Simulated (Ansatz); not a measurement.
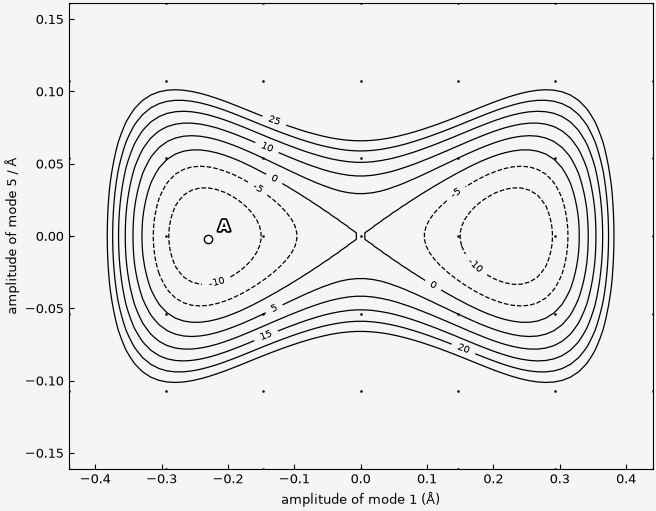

Cu (I4/mmm, No. 139; 2 atoms in the cell). The energy is mapped over two normal modes frozen in (zone-centre modes of the 2-atom cell of this scan, which folds in the wave vector (0, 0, 1/2) of the primitive cell). First axis: amplitude of mode 1 (50i cm⁻¹), largest displacement. Second axis: amplitude of mode 5 (157 cm⁻¹), largest displacement. Nothing is relaxed (the cell and all other modes fixed). The grid has 7 × 7 points; 16 points were computed and 33 follow by symmetry. Points are written as (first, second). Energies: meV per cell, counted from the relaxed high-symmetry cell. Level of theory: DFT PBE, scalar-relativistic, plane waves, PAW in Ansatz. Settings: cutoff 520 eV, k-mesh 20×20×12 in the order of the run's cell vectors, gaussian smearing 0.15 eV, no spin polarisation.

In the figure: contour lines labelled in meV (none above 25), dots at the grid points, the point A. Between grid points the surface is interpolated.

> Find the lowest pass out of the well at A.

The easiest path leads from the well at about (−0.23 Å, 0.00 Å) to a well of about the same depth at about (0.23 Å, 0.00 Å). Its highest point lies about 15 meV above the bottom of the first well on the interpolated surface, at (0.000 Å, 0.000 Å). This is the barrier on the constrained surface; relaxing the other coordinates would change it.

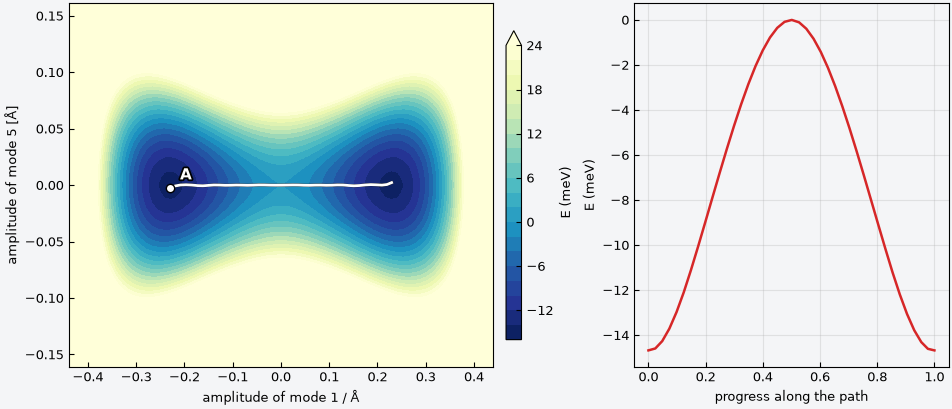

Drawn: filled contours, a line along the lowest path, one colour for all values above the top of the scale, the energy along the path at the right. Between grid points the surface is interpolated.

PAW datasets: the set soft_1.
